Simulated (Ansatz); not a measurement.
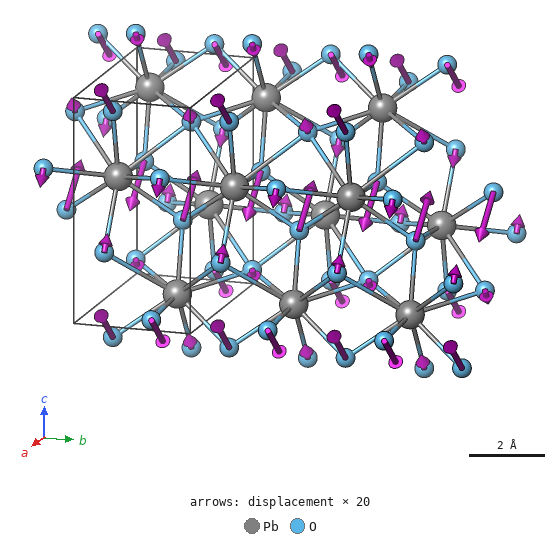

A relaxation of crystalline PbO2 (set up in Pnma). The starting structure is drawn; purple arrows show the displacements, magnified 20 times.

Style: ball-and-stick. Shown: the cell of the calculation, repeated 1 × 3 × 1 with one cell outlined, slightly off an axis.

The calculation used DFT, PBE, plane-wave PAW, default files, scalar-relativistic in Ansatz 0.2.0.

Input file:
```yaml
crystal:
  lattice:
    - [5.343, 0.0, 0.0]
    - [0.0, 3.295, 0.0]
    - [0.0, 0.0, 6.29]
  atoms:
    - { symbol: Pb, position: [0.257, 0.25, 0.892] }
    - { symbol: Pb, position: [0.743, 0.75, 0.108] }
    - { symbol: Pb, position: [0.757, 0.25, 0.608] }
    - { symbol: Pb, position: [0.243, 0.75, 0.392] }
    - { symbol: O, position: [0.344, 0.25, 0.584] }
    - { symbol: O, position: [0.656, 0.75, 0.416] }
    - { symbol: O, position: [0.844, 0.25, 0.916] }
    - { symbol: O, position: [0.156, 0.75, 0.084] }
    - { symbol: O, position: [0.02, 0.75, 0.679] }
    - { symbol: O, position: [0.98, 0.25, 0.321] }
    - { symbol: O, position: [0.52, 0.75, 0.821] }
    - { symbol: O, position: [0.48, 0.25, 0.179] }
kpoints:
  mp_grid: { grid: [6, 10, 5] }
scf:
  occupations: { method: fermi_dirac, width: 0.05 }
hamiltonian:
  xc: pbe
  pseudopotentials: { kind: paw }
output:
  forces: true
  stress: true
  populations: true
  efg: { quadrupole_moments_barn: { O: -0.02558 }, contact_densities: true }
  write_density: true
  write_potential: true
  elf: true
  volumetric_format: npy
relax:
  f_tol: 0.02
  max_steps: 60
```

Launched with:
```bash
ansatz run input.yaml --threads 1 --pin off --max-ram 2560MiB --backend cpu --events-out ev --progress --plain --runs-dir out
```

**Atoms of which element are displaced furthest, and by how much?**

Oxygen: up to 0.083 Å, against 0.008 Å for lead.

**What did the optimiser do to the structure, and how much energy did it gain?**

After 3 accepted moves (4 points after the start) the energy has fallen by 0.356 eV per cell of the calculation. The largest force component goes from 1.8 to 0.019 eV/Å. 1 step only repeated the SCF at the same geometry. The largest moves, 0.083 Å, are those of O5, O6, O7 and O8. O6 goes along [−3 0 2]. By element the largest moves are O 0.083 Å, Pb 0.008 Å. The lattice vectors keep their values. Near-neighbour distances that change, for instance: Pb1–O5 1.992 → 2.056 Å, Pb1–O7 2.212 → 2.150 Å, Pb1–O12 2.163 → 2.143 Å, Pb1–O8 2.113 → 2.101 Å. Among the angles between lasting bonds that change: Pb1–O7–Pb2 107.1° → 109.7°, Pb2–O7–Pb3 119.8° → 117.3°. The space group stays Pnma (No. 62). The run took 2.7 min on 1 thread of Arm Neoverse V2, on a shared host, peak memory 0.69 GiB.
